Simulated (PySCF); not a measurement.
# NMR shielding calculation, with input and output: C$_{4}$H$_{10}$O

System: C$_{4}$H$_{10}$O (Ethoxy ethane).
Method: GIAO PBE/pcSseg-1 NMR shielding, non-relativistic, gas phase (PySCF 2.14.0).

The geometry comes from this level: PBE0-D3(BJ)/def2-SVP. Figures and captions count atoms from 1; the log counts them from 0 in places.

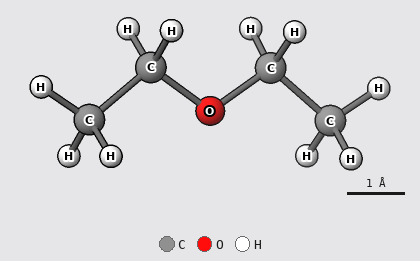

**Figure 1.** The structure as given in the input (ball-and-stick view, seen at a tilt). Bond lengths as drawn: C–C 1.51 Å, C–H 1.10 to 1.11 Å and C–O 1.40 Å.

Input file:
```
{"job": {"kind": "nmr", "xc": "PBE", "basis": "pcSseg-1", "pop": false}, "charge": 0, "multiplicity": 1}
C     -2.317415    -0.654688     0.123212
C     -1.197910     0.357233     0.161772
O      0.017142    -0.299625    -0.050993
C      1.129533     0.546024    -0.014963
C      2.376603    -0.268238    -0.259507
H     -3.289571    -0.168667     0.291224
H     -2.169730    -1.420561     0.899099
H     -2.344343    -1.160711    -0.853274
H     -1.185896     0.885136     1.139408
H     -1.355713     1.139148    -0.611750
H      1.032500     1.345449    -0.780708
H      1.190416     1.062641     0.966748
H      2.472957    -1.058843     0.499386
H      3.272598     0.368498    -0.217398
H      2.336070    -0.748924    -1.248248
```

The first line tells a small driver script what to run in PySCF; the rest is the geometry in Å.

Hardware: 1 CPU thread, shared host.

Launch command:
```bash
OMP_NUM_THREADS=1 python <driver script> task.json out
```

Log:
```
coarse grid: 11632 points
cycle   1  E = -233.1469916199  dE =  2.563e-01  |g| = 7.333e-01  |ddm| = 3.148e+00
cycle   2  E = -232.8239952432  dE =  3.230e-01  |g| = 1.429e+00  |ddm| = 2.559e+00
cycle   3  E = -233.2596131176  dE = -4.356e-01  |g| = 2.010e-01  |ddm| = 2.054e+00
cycle   4  E = -233.2671535013  dE = -7.540e-03  |g| = 6.206e-02  |ddm| = 1.825e-01
cycle   5  E = -233.2679841888  dE = -8.307e-04  |g| = 9.432e-03  |ddm| = 4.986e-02
cycle   6  E = -233.2680057996  dE = -2.161e-05  |g| = 1.694e-03  |ddm| = 1.071e-02
cycle   7  E = -233.2680063587  dE = -5.592e-07  |g| = 6.037e-04  |ddm| = 1.695e-03
final grid: 109760 points
cycle   8  E = -233.3239255054  dE = -8.760e-06  |g| = 1.838e-02  |ddm| = 2.768e-02
cycle   9  E = -233.3237795216  dE =  1.460e-04  |g| = 3.332e-02  |ddm| = 3.182e-02
cycle  10  E = -233.3239915896  dE = -2.121e-04  |g| = 3.375e-03  |ddm| = 2.200e-02
cycle  11  E = -233.3239941030  dE = -2.513e-06  |g| = 1.973e-04  |ddm| = 3.407e-03
cycle  12  E = -233.3239941120  dE = -9.028e-09  |g| = 3.588e-05  |ddm| = 2.360e-04
cycle  13  E = -233.3239941123  dE = -2.981e-10  |g| = 7.221e-06  |ddm| = 4.253e-05
```

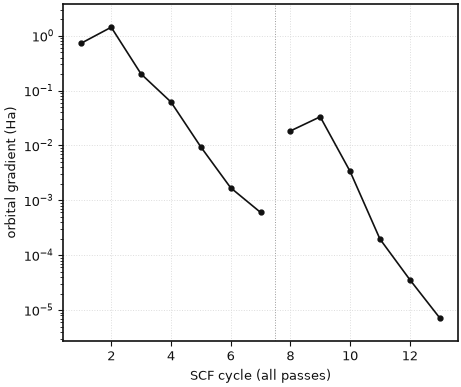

**Figure 2.** Convergence of the self-consistent field: orbital gradient against the SCF cycle. The dotted line marks the change from a coarse to the final integration grid. The first 7 cycles use a coarse grid, the final grid takes over at cycle 8, and the field converges after 13 cycles in all.

```
converged SCF energy = -233.3239941123

GIAO shielding tensors (ppm)
atom      isotropic    diamagn.    paramagn.     s11        s22        s33       span
  0 C      162.331     246.429     -84.098    147.250    159.714    180.028     32.779
  1 C      108.499     245.449    -136.950     77.552     87.728    160.217     82.665
  2 O      258.672     399.580    -140.909    219.957    270.178    285.881     65.924
  3 C      108.481     245.458    -136.977     77.461     87.745    160.238     82.776
  4 C      162.344     246.424     -84.080    147.289    159.725    180.019     32.730
  5 H       30.229      27.372       2.857     26.656     27.579     36.451      9.795
  6 H       29.848      29.438       0.411     26.382     28.178     34.984      8.603
  7 H       29.839      29.425       0.414     26.378     28.153     34.986      8.608
  8 H       27.791      30.956      -3.165     24.248     27.117     32.008      7.759
  9 H       27.758      30.931      -3.173     24.214     27.046     32.013      7.799
 10 H       27.769      30.939      -3.170     24.228     27.084     31.995      7.767
 11 H       27.780      30.965      -3.185     24.226     27.091     32.022      7.796
 12 H       29.848      29.447       0.401     26.382     28.201     34.963      8.582
 13 H       30.224      27.374       2.850     26.649     27.578     36.445      9.796
 14 H       29.837      29.412       0.425     26.376     28.124     35.012      8.635
```

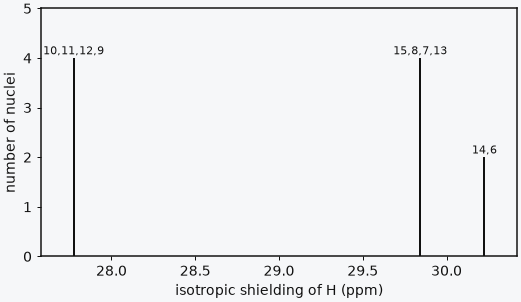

**Figure 3.** Isotropic shieldings of the hydrogen nuclei in this fixed geometry, labelled by atom number; shielding grows to the right, so chemical shift grows to the left. The least shielded is H10 (27.8 ppm), the most shielded H6 (30.2 ppm).

Results in brief:

- outcome: converged
- total energy: −233.323994 hartree
- HOMO: −5.68 eV
- LUMO: 0.74 eV
- dipole moment: 1.00 D
- isotropic shielding, C: 108.5 to 162.3 ppm
- isotropic shielding, O: 258.7 ppm
- isotropic shielding, H: 27.8 to 30.2 ppm
- wall time: 17 s
- peak memory: 0.66 GiB
